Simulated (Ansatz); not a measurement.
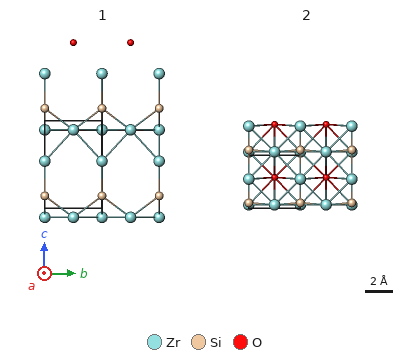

Two geometries of crystalline Zr3SiO (a generated structure, set up in P4mm) (coarse preliminary run), drawn at one scale. One is the start of a relaxation, the other its converged end. A ball-and-stick model of the cell of the calculation, repeated 1 × 2 × 2 with one cell outlined, seen along the a axis.

All numbers below come from DFT PBE, scalar-relativistic, plane waves, PAW in Ansatz 0.2.0. Set-up: plane-wave cutoff 420 eV; k-point mesh 4 × 4 × 4; occupations gaussian; smearing width 0.1 eV; no spin polarisation; cell and atoms relaxed; force threshold 0.04 eV/Å; at most 70 steps.

### Which of the two is the end point?

Structure 1 is the relaxed one. The energy falls by 4586 meV per atom in 20 accepted moves (24 points after the start). Largest force component: 16 eV/Å at the start, 0.0075 eV/Å at the end. Pressure: 148.06 GPa at the start and −0.04 GPa at the end. The line search rejected the trial step at point 18 of the run. At 3 points the geometry stayed and the basis and grid were re-selected for the new cell (energy shift of 184 meV per atom at most each time). The O atom moves most relative to the cell: 2.06 Å along +c. Largest moves by element: O 2.06 Å, Zr 1.13 Å, Si 0.27 Å. The drawn cell changes as follows: a = b 3.930 → 4.363 Å (+11.0 %), c 4.041 → 6.679 Å (+65.3 %); the volume changes by +103.7 %. Some distances before and after: O–Zr 2.872 → 7.002 Å, Zr–Zr 2.775 → 4.813 Å, Si–Zr 2.227 → 4.027 Å, O–Zr 2.782 → 3.886 Å. Bonds break: Si–Zr (2.23 → 4.03 Å), Zr–Zr (2.77 → 4.81 Å). Bond angles that change, for instance: Zr–O–Zr 90.5° → 178.7°, Zr–Si–Zr 171.6° → 106.2°, Zr–Si–Zr 94.2° → 126.9°. The space group stays P4mm (No. 99). The run took 2.3 min on 1 thread of Arm Neoverse V1, on a shared host, peak memory 0.37 GiB.

Limits of the set-up: the k-point mesh is coarse for a cell with partly filled bands.
